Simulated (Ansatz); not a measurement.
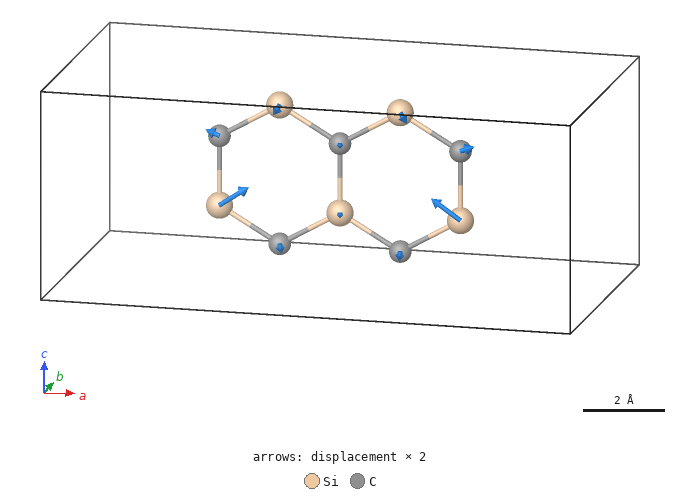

This is a relaxation of a wire of composition SiC. The starting structure is drawn; blue arrows show the displacements (the part carried along by the change of the cell is left out), magnified 2 times.

A ball-and-stick model of the cell of the calculation, with the vacuum cut short, seen slightly off an axis.

Case: armchair ribbon, 5 formula units a period.

These are results of Ansatz, DFT PBE, scalar-relativistic, plane waves, PAW, not measurements. Set-up: plane-wave cutoff 420 eV; k-point mesh 1 × 1 × 6; occupations gaussian; smearing width 0.05 eV; no spin polarisation; cell relaxed at fixed a, b, alpha, beta, gamma; force threshold 0.02 eV/Å; at most 45 steps.

**Atoms of which element are displaced furthest, and by how much?**

Silicon: up to 0.46 Å, against 0.19 Å for carbon.

**What happened in the run?**

The largest moves relative to the centre of the atoms, 0.46 Å, are those of Si atoms. Largest moves by element: Si 0.46 Å, C 0.19 Å. Along the periodic axis the drawn cell goes c 5.363 → 5.384 Å (+0.4 %). Near-neighbour distances that change, for instance: Si–Si 3.097 → 2.537 Å, Si–Si 3.097 → 2.736 Å, C–Si 1.788 → 1.700 Å, C–Si 1.788 → 1.830 Å. Bond angles that change, for instance: C–Si–C 120.0° → 156.6°, Si–C–Si 120.0° → 93.5°, Si–C–Si 120.0° → 100.6°. Over 9 accepted moves (10 points after the start) the energy falls by 1.252 eV per cell of the calculation. The largest force component goes from 2.3 to 0.0035 eV/Å. The SCF was repeated once at an unchanged geometry on a basis and grid sized afresh for the cell, which shifted the energy by 0.7 meV per cell of the calculation at most. The run took 16 s on 4 threads of AMD EPYC 9R45 96-Core Processor (Zen 5), on a shared host, peak memory 0.9 GiB.
